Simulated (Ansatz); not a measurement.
## Single-point calculation of SnO2 (part 2 of 2)

Continued. System: SnO2 (P4₂/mnm, 6 atoms in the cell). Method: DFT, r2SCAN, paw_fr, spin-orbit coupling (Ansatz 0.2.0); cutoff 500 eV, 6×6×10 k-mesh, Gaussian smearing of 0.05 eV. The structure was built on a prototype by a generator; it need not be a known phase.

Geometry of the input (Å; fractional positions):
```
4.7602  0.0000  0.0000
0.0000  4.7602  0.0000
0.0000  0.0000  3.2008
Sn 0.0000  0.0000  0.0000
Sn 0.5000  0.5000  0.5000
O  0.3059  0.3059  0.0000
O  0.8059  0.1941  0.5000
O  0.1941  0.8059  0.5000
O  0.6941  0.6941  0.0000
```

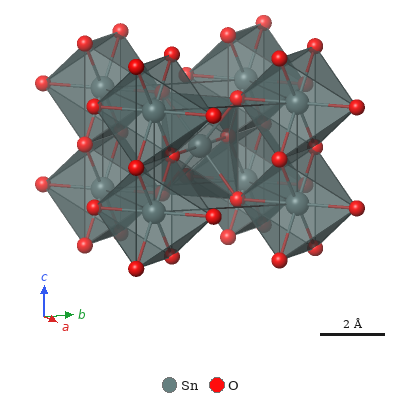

Figure 1. The structure as given in the input (polyhedral view of the cell of the calculation, seen slightly off an axis; polyhedra are completed across the faces of the cell). An atom can appear more than once, as a periodic image.

**What the program printed, continued**
```
--- Forces (eV/Å), atoms counted from 1 ---
  atom   1  Sn     0.00000000    -0.00000000     0.00000000
  atom   2  Sn     0.00000000     0.00000000     0.00000000
  atom   3  O      0.00084655     0.00084655     0.00000000
  atom   4  O      0.00084655    -0.00084655     0.00000000
  atom   5  O     -0.00084655     0.00084655     0.00000000
  atom   6  O     -0.00084655    -0.00084655     0.00000000
  max |Σ_I F_I| component: 0.00e0 eV/Å
--- Stress (GPa, compression-positive) ---
       -0.063379       0.000000       0.000000
        0.000000      -0.063379       0.000000
        0.000000       0.000000      -0.074259
  P = ⅓ Tr σ = -0.0670 GPa (-0.670 kbar)
--- Band table (eV; the first three rows and the last of 60) ---
  k-point 0: bands = ["-13.0021", "-13.0021", "-12.3660", "-12.3660", "-12.2414", "-12.2414", "-12.1848", "-12.1848", "-11.5414", "-11.5414", "-11.4865", "-11.4865", "-11.2761", "-11.2761", "-11.1955", "-11.1955", "-11.0928", "-11.0928", "-11.0852", "-11.0852", "-10.7472", "-10.7472", "-9.1649", "-9.1649", "-9.1325", "-9.1325", "-7.1647", "-7.1647", "0.8346", "0.8346", "4.8070", "4.8070", "4.8955", "4.8955", "4.9816", "4.9816", "5.7562", "5.7562", "6.9184", "6.9184", "7.0024", "7.0024", "7.6673", "7.6673", "7.6836", "7.6836", "8.0971", "8.0971", "8.1220", "8.1220", "8.8764", "8.8764", "10.6491", "10.6491", "15.7012", "15.7012", "15.8046", "15.8046", "16.0024", "16.0024", "20.0147", "20.0147", "20.2255", "20.2255"]
  k-point 1: bands = ["-12.9590", "-12.9590", "-12.3648", "-12.3648", "-12.2788", "-12.2788", "-12.1989", "-12.1989", "-11.5485", "-11.5485", "-11.4959", "-11.4959", "-11.3437", "-11.3437", "-11.2035", "-11.2035", "-11.1260", "-11.1260", "-11.0972", "-11.0972", "-10.7166", "-10.7166", "-8.9767", "-8.9767", "-8.9432", "-8.9432", "-7.2454", "-7.2454", "0.8358", "0.8358", "4.8882", "4.8882", "4.8982", "4.8982", "4.9974", "4.9974", "5.8226", "5.8226", "6.2357", "6.2357", "6.9556", "6.9556", "7.2837", "7.2837", "7.2961", "7.2961", "8.1333", "8.1333", "8.1529", "8.1529", "8.7920", "8.7920", "11.2921", "11.2921", "15.9201", "15.9201", "16.2369", "16.2369", "16.4391", "16.4391", "19.2942", "19.2942", "20.8922", "20.8922"]
  k-point 2: bands = ["-12.8417", "-12.8417", "-12.4301", "-12.4301", "-12.3983", "-12.3983", "-12.2152", "-12.2152", "-11.5639", "-11.5639", "-11.5130", "-11.5130", "-11.4438", "-11.4438", "-11.2302", "-11.2302", "-11.1498", "-11.1498", "-11.0983", "-11.0983", "-10.5849", "-10.5849", "-8.5406", "-8.5406", "-8.5079", "-8.5079", "-7.4923", "-7.4923", "0.8591", "0.8591", "4.7316", "4.7316", "4.9844", "4.9844", "5.1714", "5.1714", "5.2512", "5.2512", "6.0180", "6.0180", "6.4967", "6.4967", "6.5003", "6.5003", "6.6506", "6.6506", "8.0925", "8.0925", "8.1045", "8.1045", "8.5483", "8.5483", "12.5628", "12.5628", "16.3560", "16.3560", "17.2934", "17.2934", "17.5111", "17.5111", "18.6634", "18.6634", "21.3865", "21.3865"]
  k-point 59: bands = ["-12.7748", "-12.7748", "-12.7748", "-12.7748", "-12.3933", "-12.3933", "-12.3933", "-12.3933", "-11.5359", "-11.5359", "-11.5359", "-11.5359", "-11.4106", "-11.4106", "-11.4106", "-11.4106", "-11.0708", "-11.0708", "-11.0708", "-11.0708", "-8.9572", "-8.9572", "-8.9572", "-8.9572", "-7.6171", "-7.6171", "-7.6171", "-7.6171", "1.0319", "1.0319", "1.0319", "1.0319", "3.9112", "3.9112", "3.9112", "3.9112", "6.3611", "6.3611", "6.3611", "6.3611", "6.5453", "6.5453", "6.5453", "6.5453", "7.9273", "7.9273", "7.9273", "7.9273", "8.0281", "8.0281", "8.0281", "8.0281", "14.3862", "14.3862", "14.3862", "14.3862", "18.5100", "18.5100", "18.5100", "18.5100", "20.7028", "20.7028", "20.7028", "20.7028"]
```

**File rho_z.tsv**
```
# z_ang	rho[e/angstrom^3]	m_x[e/angstrom^3]	m_y[e/angstrom^3]	m_z[e/angstrom^3]	m_norm[e/angstrom^3]
# format = ansatz-planar-average/11
# lattice	4.760240299	0.000000000	0.000000000
# lattice	0.000000000	4.760240299	0.000000000
# lattice	0.000000000	0.000000000	3.200783767
# sites	6
# site	50	0.000000000	0.000000000	0.000000000
# site	50	2.380120149	2.380120149	1.600391883
# site	8	1.456224338	1.456224338	0.000000000
# site	8	3.836344487	0.923895812	1.600391883
# site	8	0.923895812	3.836344487	1.600391883
# site	8	3.304015961	3.304015961	0.000000000
0.000000	1.194199e0	0.000000e0	0.000000e0	0.000000e0	0.000000e0
0.133366	1.116470e0	0.000000e0	0.000000e0	0.000000e0	0.000000e0
0.266732	9.177612e-1	0.000000e0	0.000000e0	0.000000e0	0.000000e0
0.400098	6.784148e-1	0.000000e0	0.000000e0	0.000000e0	0.000000e0
0.533464	4.775108e-1	0.000000e0	0.000000e0	0.000000e0	0.000000e0
0.666830	3.559671e-1	0.000000e0	0.000000e0	0.000000e0	0.000000e0
0.800196	3.169613e-1	0.000000e0	0.000000e0	0.000000e0	0.000000e0
0.933562	3.559671e-1	0.000000e0	0.000000e0	0.000000e0	0.000000e0
1.066928	4.775108e-1	0.000000e0	0.000000e0	0.000000e0	0.000000e0
1.200294	6.784148e-1	0.000000e0	0.000000e0	0.000000e0	0.000000e0
1.333660	9.177612e-1	0.000000e0	0.000000e0	0.000000e0	0.000000e0
1.467026	1.116470e0	0.000000e0	0.000000e0	0.000000e0	0.000000e0
1.600392	1.194199e0	0.000000e0	0.000000e0	0.000000e0	0.000000e0
1.733758	1.116470e0	0.000000e0	0.000000e0	0.000000e0	0.000000e0
1.867124	9.177612e-1	0.000000e0	0.000000e0	0.000000e0	0.000000e0
2.000490	6.784148e-1	0.000000e0	0.000000e0	0.000000e0	0.000000e0
2.133856	4.775108e-1	0.000000e0	0.000000e0	0.000000e0	0.000000e0
2.267222	3.559671e-1	0.000000e0	0.000000e0	0.000000e0	0.000000e0
2.400588	3.169613e-1	0.000000e0	0.000000e0	0.000000e0	0.000000e0
2.533954	3.559671e-1	0.000000e0	0.000000e0	0.000000e0	0.000000e0
2.667320	4.775108e-1	0.000000e0	0.000000e0	0.000000e0	0.000000e0
2.800686	6.784148e-1	0.000000e0	0.000000e0	0.000000e0	0.000000e0
2.934052	9.177612e-1	0.000000e0	0.000000e0	0.000000e0	0.000000e0
3.067418	1.116470e0	0.000000e0	0.000000e0	0.000000e0	0.000000e0
```

**File v_z.tsv**
```
# z_ang	v_es[eV]	v_tot[eV]	b_x[eV]	b_y[eV]	b_z[eV]
# format = ansatz-planar-average/11
# xc	r2scan
# density_cutoff_ev	2000
# datasets	Sn=:simpson_from_first_knot:soft:shift=0	O=:simpson_from_first_knot:soft:shift=0
# lattice	4.760240299	0.000000000	0.000000000
# lattice	0.000000000	4.760240299	0.000000000
# lattice	0.000000000	0.000000000	3.200783767
# sites	6
# site	50	0.000000000	0.000000000	0.000000000
# site	50	2.380120149	2.380120149	1.600391883
# site	8	1.456224338	1.456224338	0.000000000
# site	8	3.836344487	0.923895812	1.600391883
# site	8	0.923895812	3.836344487	1.600391883
# site	8	3.304015961	3.304015961	0.000000000
0.000000	6.465005e0	-6.990467e0	0.000000e0	0.000000e0	0.000000e0
0.133366	6.564989e0	-6.741145e0	0.000000e0	0.000000e0	0.000000e0
0.266732	6.878333e0	-5.934923e0	0.000000e0	0.000000e0	0.000000e0
0.400098	7.369191e0	-4.586412e0	0.000000e0	0.000000e0	0.000000e0
0.533464	8.062819e0	-3.002917e0	0.000000e0	0.000000e0	0.000000e0
0.666830	8.695670e0	-1.704280e0	0.000000e0	0.000000e0	0.000000e0
0.800196	8.874687e0	-1.235233e0	0.000000e0	0.000000e0	0.000000e0
0.933562	8.695670e0	-1.704280e0	0.000000e0	0.000000e0	0.000000e0
1.066928	8.062819e0	-3.002917e0	0.000000e0	0.000000e0	0.000000e0
1.200294	7.369191e0	-4.586412e0	0.000000e0	0.000000e0	0.000000e0
1.333660	6.878333e0	-5.934923e0	0.000000e0	0.000000e0	0.000000e0
1.467026	6.564989e0	-6.741145e0	0.000000e0	0.000000e0	0.000000e0
1.600392	6.465005e0	-6.990467e0	0.000000e0	0.000000e0	0.000000e0
1.733758	6.564989e0	-6.741145e0	0.000000e0	0.000000e0	0.000000e0
1.867124	6.878333e0	-5.934923e0	0.000000e0	0.000000e0	0.000000e0
2.000490	7.369191e0	-4.586412e0	0.000000e0	0.000000e0	0.000000e0
2.133856	8.062819e0	-3.002917e0	0.000000e0	0.000000e0	0.000000e0
2.267222	8.695670e0	-1.704280e0	0.000000e0	0.000000e0	0.000000e0
2.400588	8.874687e0	-1.235233e0	0.000000e0	0.000000e0	0.000000e0
2.533954	8.695670e0	-1.704280e0	0.000000e0	0.000000e0	0.000000e0
2.667320	8.062819e0	-3.002917e0	0.000000e0	0.000000e0	0.000000e0
2.800686	7.369191e0	-4.586412e0	0.000000e0	0.000000e0	0.000000e0
2.934052	6.878333e0	-5.934923e0	0.000000e0	0.000000e0	0.000000e0
3.067418	6.564989e0	-6.741145e0	0.000000e0	0.000000e0	0.000000e0
```

**Summary**

| quantity | value |
| --- | --- |
| outcome | converged |
| space group (tolerance 0.01 Å) | P4₂/mnm (136) |
| electrons treated | 52 |
| free energy | −14331.8563 eV |
| Fermi energy | 9.763 eV |
| gap on the k-point mesh | 1.77 eV |
| net moment of the cell | 0.00 μB |
| integrated absolute moment | 0.00 μB |
| pressure | −0.07 GPa |
| largest force (length of the vector) | 0.001 eV/Å |
| hardware | 4 threads of Intel Xeon (Sapphire Rapids), 32 GiB of memory available, shared host |
| wall time | 26 s (CPU time 99 s) |
| peak memory | 1.2 GiB |

Settings chosen away from the usual ones: scf.convergence.dr2_threshold = 1e-08, hamiltonian.pseudopotentials = {"kind": "paw_fr"}, magnetization = {"noncollinear": true, "spin_orbit": true}. Warnings of the run: the SCF threshold is looser than advised for the printed stress.
